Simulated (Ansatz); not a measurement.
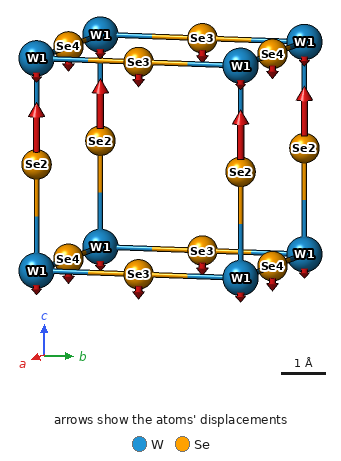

One vibrational mode of a crystal of WSe$_{3}$ (a generated structure) at the zone centre. Displacements are drawn as red arrows; their common scale and sign are arbitrary. Style: ball-and-stick. Shown: the cell of the calculation, from a free direction.

Level of theory: Ansatz 0.2.0, DFT PBE, scalar-relativistic, plane waves, PAW. Settings: plane-wave cutoff 420 eV; k-point mesh 8 × 8 × 8; occupations fermi dirac; smearing width 0.15 eV; no spin polarisation.

The frequencies depend somewhat on the k-mesh and the smearing.

Describe the mode and give its frequency.

Answer. This is the T₁u mode (triply degenerate; one member of the set is drawn) at 223 cm⁻¹, the highest optical level (1 lower level is imaginary, so the structure is unstable), infrared-active by symmetry. All motion is along c; of the bonds it mainly stretches Se–W, some lengthening while others shorten; the kinetic energy is shared as Se 92 %, W 8 %. The crystal is a metal, so free carriers screen the infrared response.
